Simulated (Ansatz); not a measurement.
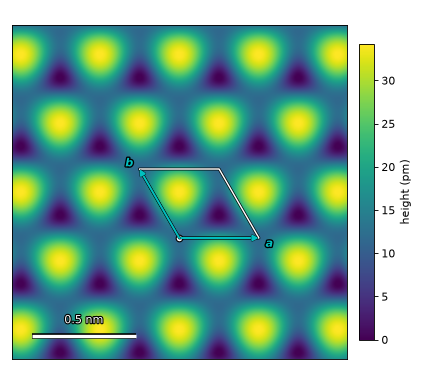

Constant-current image at a set point of 6.3 × 10⁻⁵ e/Å³ of Si2Ni(111) (Fm-3m bulk, 12 atomic planes (those closer than 0.6 Å count as one), 11 Å, Si-terminated), sample bias +1.50 V. The white outline is the surface cell of the coordinates below, with its origin (dot) on a lattice point and its vectors a and b marked.

Model: Tersoff–Hamann, s-wave tip, no tip–sample forces. Bias windows are sharp sums over the levels of the k mesh.

Level of theory: Ansatz, DFT PBE, scalar-relativistic, plane waves, PAW. Cutoff 420 eV, 15 × 15 k-points, Gaussian smearing 0.1 eV, dipole correction. The slab is a cut without reconstruction beyond its cell, at the source's lattice constants, with its lower half held fixed and the rest relaxed. No spin polarisation (the relaxation was started with spin and lost its moment; a magnetic state may still lie lower). The run warns that the functional's potential is rough in the thin density of the vacuum, where the tip is; weak contrasts and barriers may feel it.

```
CELL_PARAMETERS angstrom
3.81484 0.00000 0.00000
-1.90742 3.30375 0.00000
0.00000 0.00000 27.90182
ATOMIC_POSITIONS crystal
Si 0.00000 0.00000 0.30464
Ni 0.66667 0.33333 0.33255
Si 0.33333 0.66667 0.36046
Si 0.66667 0.33333 0.41627
Ni 0.33333 0.66667 0.44418
Si 0.00000 0.00000 0.47209
Si 0.33333 0.66667 0.52833
Ni 0.00000 0.00000 0.55712
Si 0.66667 0.33333 0.58581
Si 0.00000 0.00000 0.64231
Ni 0.66667 0.33333 0.66893
Si 0.33333 0.66667 0.69445
```

Which atoms or sites appear bright, which dark, and how strong is the contrast?

Answer. The brightest spots lie over the top Si atoms; the darkest points are over the Ni atoms 0.7 Å below the top plane. The corrugation is 34 pm at a mean tip height of 4.0 Å.
